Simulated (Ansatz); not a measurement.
Band edges of LiH in space group Fm-3m.

```
Li H
1.0
     0.00000    2.03675    2.03675
     2.03675    0.00000    2.03675
     2.03675    2.03675    0.00000
Li H
1 1
Direct
  0.00000 0.00000 0.00000
  0.50000 0.50000 0.50000
```

These are results of Ansatz 0.2.0, DFT PBEsol, scalar-relativistic, plane waves, PAW; levels and slopes on a dense k mesh at the converged density, not measurements. No spin polarisation. k mesh for the levels: 34×34×34. Cell and positions as given, without relaxation.

Masses come from a second pass at points close to the extrema; at the energies drawn a band may no longer be parabolic.

The gap is direct, 2.79 eV at this level of theory, which underestimates gaps and can reorder valleys that lie close.

Valence band: three equivalent maxima at X, principal masses 0.14, 4.13 and 4.13 mₑ. Band 2 forms the valence edge.
Conduction band: three equivalent minima at X, principal masses 0.12, 1.02 and 1.02 mₑ. Band 3 forms the conduction edge.

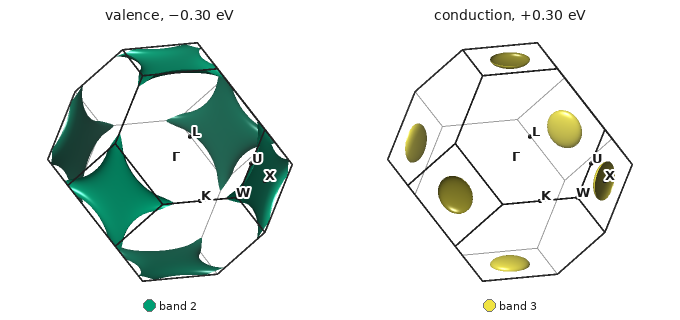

Constant-energy surfaces near the two band edges, measured from each edge.
